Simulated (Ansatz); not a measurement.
Input

```
crystal:
  lattice:
    - [0.0, 8.80305, 8.80305]
    - [8.80305, 0.0, 8.80305]
    - [8.80305, 8.80305, 0.0]
  atoms:
    - { symbol: Ga, position: [0.0, 0.0, 0.0] }
    - { symbol: In, position: [0.0, 0.0, 0.3333333333] }
    - { symbol: In, position: [0.0, 0.0, 0.6666666667] }
    - { symbol: In, position: [0.0, 0.3333333333, 0.0] }
    - { symbol: In, position: [0.0, 0.3333333333, 0.3333333333] }
    - { symbol: In, position: [0.0, 0.3333333333, 0.6666666667] }
    - { symbol: In, position: [0.0, 0.6666666667, 0.0] }
    - { symbol: In, position: [0.0, 0.6666666667, 0.3333333333] }
    - { symbol: In, position: [0.0, 0.6666666667, 0.6666666667] }
    - { symbol: In, position: [0.3333333333, 0.0, 0.0] }
    - { symbol: In, position: [0.3333333333, 0.0, 0.3333333333] }
    - { symbol: In, position: [0.3333333333, 0.0, 0.6666666667] }
    - { symbol: In, position: [0.3333333333, 0.3333333333, 0.0] }
    - { symbol: In, position: [0.3333333333, 0.3333333333, 0.3333333333] }
    - { symbol: In, position: [0.3333333333, 0.3333333333, 0.6666666667] }
    - { symbol: In, position: [0.3333333333, 0.6666666667, 0.0] }
    - { symbol: In, position: [0.3333333333, 0.6666666667, 0.3333333333] }
    - { symbol: In, position: [0.3333333333, 0.6666666667, 0.6666666667] }
    - { symbol: In, position: [0.6666666667, 0.0, 0.0] }
    - { symbol: In, position: [0.6666666667, 0.0, 0.3333333333] }
    - { symbol: In, position: [0.6666666667, 0.0, 0.6666666667] }
    - { symbol: In, position: [0.6666666667, 0.3333333333, 0.0] }
    - { symbol: In, position: [0.6666666667, 0.3333333333, 0.3333333333] }
    - { symbol: In, position: [0.6666666667, 0.3333333333, 0.6666666667] }
    - { symbol: In, position: [0.6666666667, 0.6666666667, 0.0] }
    - { symbol: In, position: [0.6666666667, 0.6666666667, 0.3333333333] }
    - { symbol: In, position: [0.6666666667, 0.6666666667, 0.6666666667] }
    - { symbol: P, position: [0.0833333333, 0.0833333333, 0.0833333333] }
    - { symbol: P, position: [0.0833333333, 0.0833333333, 0.4166666667] }
    - { symbol: P, position: [0.0833333333, 0.0833333333, 0.75] }
    - { symbol: P, position: [0.0833333333, 0.4166666667, 0.0833333333] }
    - { symbol: P, position: [0.0833333333, 0.4166666667, 0.4166666667] }
    - { symbol: P, position: [0.0833333333, 0.4166666667, 0.75] }
    - { symbol: P, position: [0.0833333333, 0.75, 0.0833333333] }
    - { symbol: P, position: [0.0833333333, 0.75, 0.4166666667] }
    - { symbol: P, position: [0.0833333333, 0.75, 0.75] }
    - { symbol: P, position: [0.4166666667, 0.0833333333, 0.0833333333] }
    - { symbol: P, position: [0.4166666667, 0.0833333333, 0.4166666667] }
    - { symbol: P, position: [0.4166666667, 0.0833333333, 0.75] }
    - { symbol: P, position: [0.4166666667, 0.4166666667, 0.0833333333] }
    - { symbol: P, position: [0.4166666667, 0.4166666667, 0.4166666667] }
    - { symbol: P, position: [0.4166666667, 0.4166666667, 0.75] }
    - { symbol: P, position: [0.4166666667, 0.75, 0.0833333333] }
    - { symbol: P, position: [0.4166666667, 0.75, 0.4166666667] }
    - { symbol: P, position: [0.4166666667, 0.75, 0.75] }
    - { symbol: P, position: [0.75, 0.0833333333, 0.0833333333] }
    - { symbol: P, position: [0.75, 0.0833333333, 0.4166666667] }
    - { symbol: P, position: [0.75, 0.0833333333, 0.75] }
    - { symbol: P, position: [0.75, 0.4166666667, 0.0833333333] }
    - { symbol: P, position: [0.75, 0.4166666667, 0.4166666667] }
    - { symbol: P, position: [0.75, 0.4166666667, 0.75] }
    - { symbol: P, position: [0.75, 0.75, 0.0833333333] }
    - { symbol: P, position: [0.75, 0.75, 0.4166666667] }
    - { symbol: P, position: [0.75, 0.75, 0.75] }
kpoints:
  mp_grid: { grid: [3, 3, 3] }
scf:
  occupations: { method: fermi_dirac, width: 0.01 }
hamiltonian:
  xc: pbe
  pseudopotentials: { kind: paw, frozen_core: stored }
output:
  forces: true
  stress: true
  populations: true
  efg: { quadrupole_moments_barn: { Ga: 0.107, In: 0.772 } }
  write_density: true
  write_potential: true
  elf: true
  volumetric_format: npy
relax:
  f_tol: 0.02
  max_steps: 50
```

Run with:

```sh
ansatz run input.yaml --threads 4 --pin off --max-ram 8192MiB --backend cpu --events-out ev --progress --plain --runs-dir out
```

The fields are those of the relaxed geometry.

Computed pressure about 2 GPa in this cell.

Computed with Ansatz 0.2.0, DFT, PBE, plane-wave PAW, default files, scalar-relativistic, frozen cores.

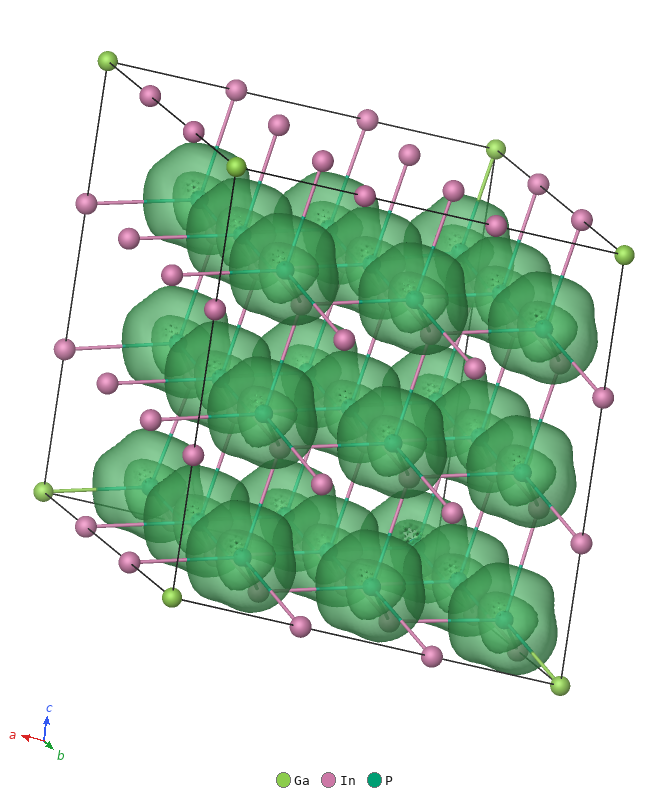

In26GaP27 (cell with a defect). Isosurface of the ELF at 0.7 (green), seen at an oblique angle. Only the valence region is drawn (cores and ρ < 0.01 e/Å³ removed). Sticks mark near contacts.

Identify the bonds, lone pairs and shells in this picture.

The ELF exceeds this value in four regions on P in which the atom's valence shell and bonds are merged and 23 regions wrapped around P (the valence shell of each), counted in one cell of 54 atoms. Any copies at cell faces, edges or corners count once. Along the contacts the grid gives the following. Ga–P (2.40 Å): the ELF peaks at about 0.90 in the valence shell of P, 0.9 Å from its nucleus, and is about 0.75 at the midpoint. In–P (2.54 Å): the ELF peaks at about 0.90 in the valence shell of P, 0.9 Å from its nucleus, and is about 0.55 at the midpoint.

Does the calculation make it a metal, or give it a gap?

It is gapped, with a Kohn–Sham gap of 0.66 eV on the k-point mesh (the band edges may lie off the mesh, which would make the gap smaller).
